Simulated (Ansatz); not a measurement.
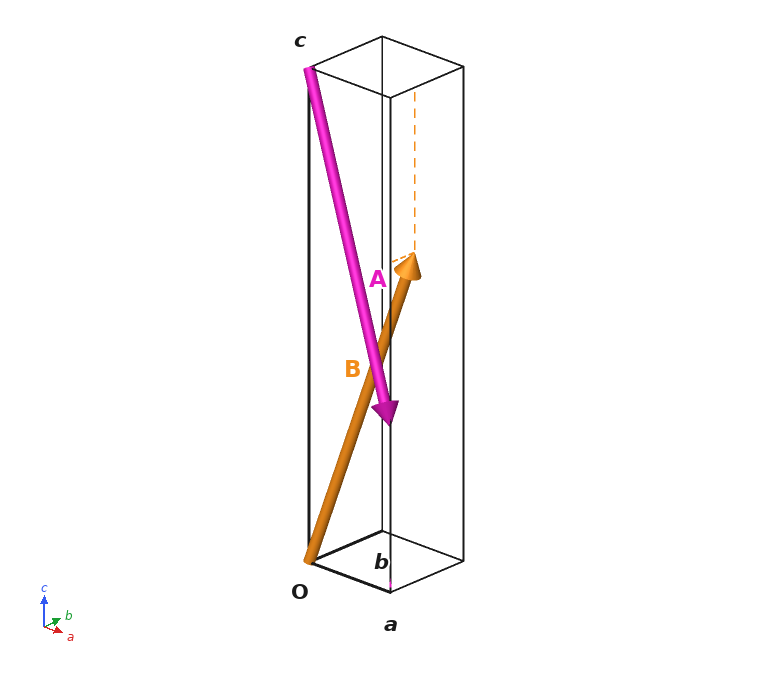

For BN, the geometry relaxed with DFT PBE, scalar-relativistic, plane waves, PAW (Ansatz); the starting structure was generated, so it need not be a known form of this composition: each arrow starts at a corner of the unit cell and ends on its surface; where a tip isn't a corner, dashed lines run from it parallel to the axes. Symmetry computed with spglib at a tolerance of 0.002 Å; standard conventional cell.

a = 2.559 Å, b = 2.559 Å, c = 8.409 Å, α = 90.00°, β = 90.00°, γ = 120.00°.

Give [uvw] of each arrow.

Arrow A runs from (0, 0, 1) to (1, 0, 1/3), so [3 0 −2], in four indices [2 −1 −1 −2]; Arrow B runs from (0, 0, 0) to (1, 1/3, 2/3), so [3 1 2], in four indices [5 −1 −4 6].

How long is the vector ua + vb + wc in each case, and what angles do the directions make?

A 18.487 Å; B 18.130 Å. A–B: 134.2°.

In P6_3mc, No. 186, how many directions are equivalent to A (Laue class 6/mmm, both senses counted)?

12.
